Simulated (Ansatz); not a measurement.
# La: what the electrons do

Space group Fm-3m.

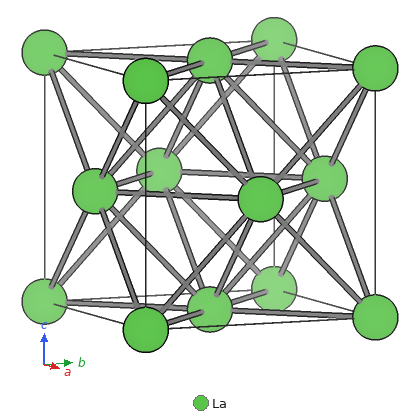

The conventional cell.

The calculation's input:

```
crystal:
  lattice:
    - [0.0, 2.6455, 2.6455]
    - [2.6455, 0.0, 2.6455]
    - [2.6455, 2.6455, 0.0]
  atoms:
    - { symbol: La, position: [0.0, 0.0, 0.0] }
basis:
  ecutwfc: 420
  fft_grid_basis: typed
kpoints:
  mp_grid: { grid: [12, 12, 12] }
hamiltonian:
  xc: pbe
scf:
  occupations: { method: gaussian, width: 0.05 }
output:
  forces: true
  stress: true
  eigenvalues: true
  bader: true
  write_density: true
  volumetric_format: npy
  elf: true
```

Run with:

```sh
ansatz run input.yaml --threads 1 --pin off --max-ram 2560MiB --backend cpu --events-out ev --progress --plain --runs-dir out
```

The picture shows the conventional cell (a = 5.29 Å, b = 5.29 Å, c = 5.29 Å, α = 90.00°, β = 90.00°, γ = 90.00°).

Theory: Ansatz 0.2.0, DFT PBE, scalar-relativistic, plane waves, PAW.

Core electrons are frozen (PAW), so the maps are meaningful between the atoms, not at the nuclei.

### 1. Bonding charge

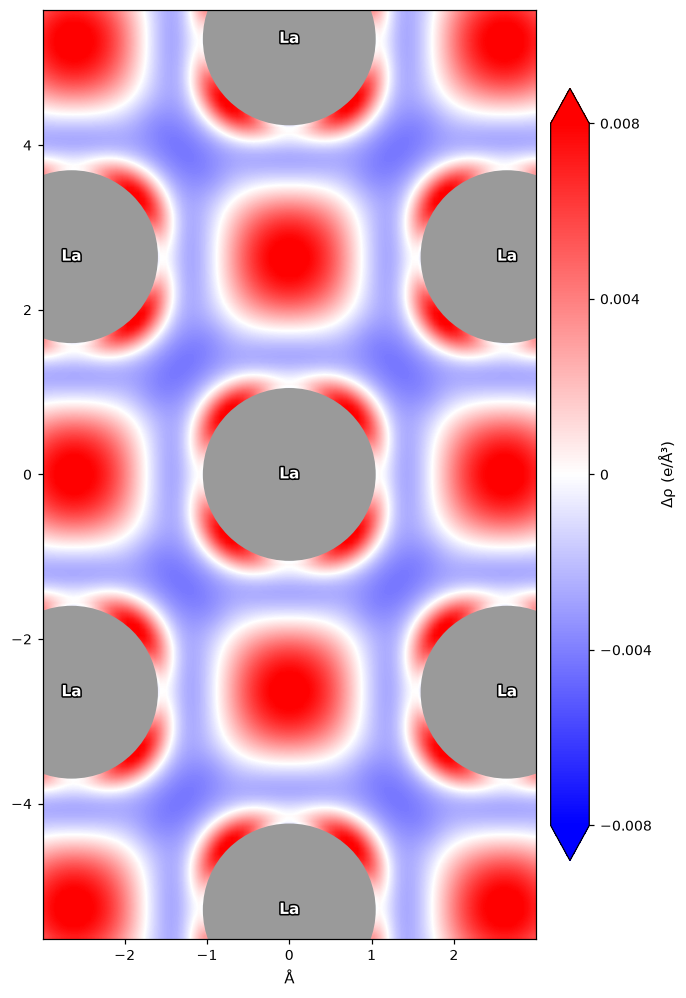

*Bonding charge density, ρ(crystal) − Σ ρ(neutral atoms): a map on the (100) plane of the conventional cell, with grey discs over the atomic cores. Cores are masked to 1.0 Å (La).*

Describe the bonding charge.

Over the whole cell, outside the masked cores, the largest gain lies at the edge of the masked core of La, and the largest loss, 0.004 e/Å³, lies 1.9 Å from a lanthanum nucleus. The rearranged charge, half the integral of |Δρ|, is about 0.11 e an atom.

### 2. One group of states

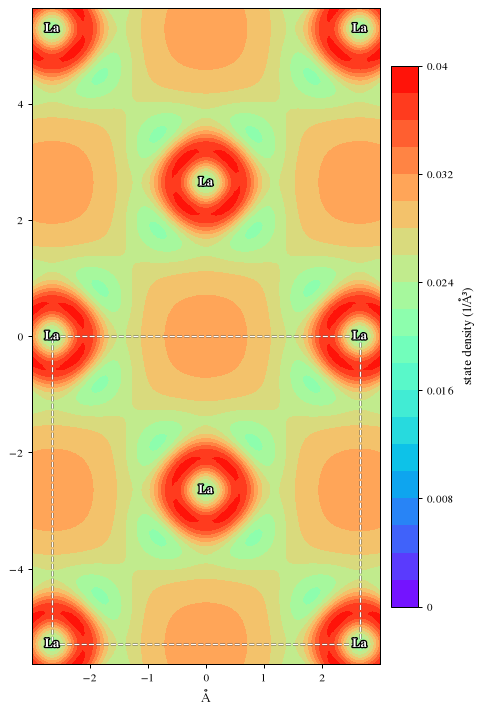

Density of the Kohn–Sham states from −2.1 to −1.1 eV about the Fermi level (the middle third of the occupied valence band), scaled to one electron a cell: a map on the (010) plane of the conventional cell.

What is the character of these states?

Löwdin projections on the PAW files' atomic orbitals give La 5d (70 %) and La 6s (30 %).

### 3. Change of volume

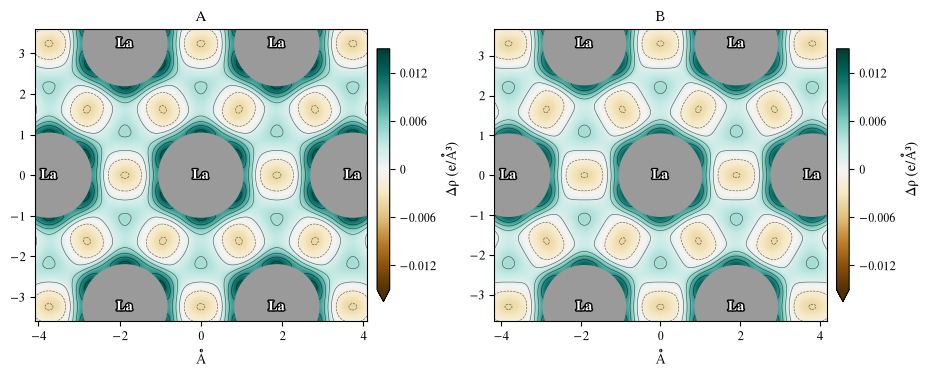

La: deformation density on the (111) plane of the conventional cell at two volumes, with the same fractional coordinates and one colour scale. Grey discs cover the cores. Panel B has 106 % of the volume of panel A.

How do bonds, bonding charge and pressure respond to this change of volume?

The pressure is −0.3 GPa in A and −1.6 GPa in B. The rearranged charge is 0.11 e an atom in A and 0.11 e in B.

### 4. Putting it together

The two pressures give a mean stiffness −ΔP/Δln V of about 23 GPa over this range, with the atoms held at their fractional positions.
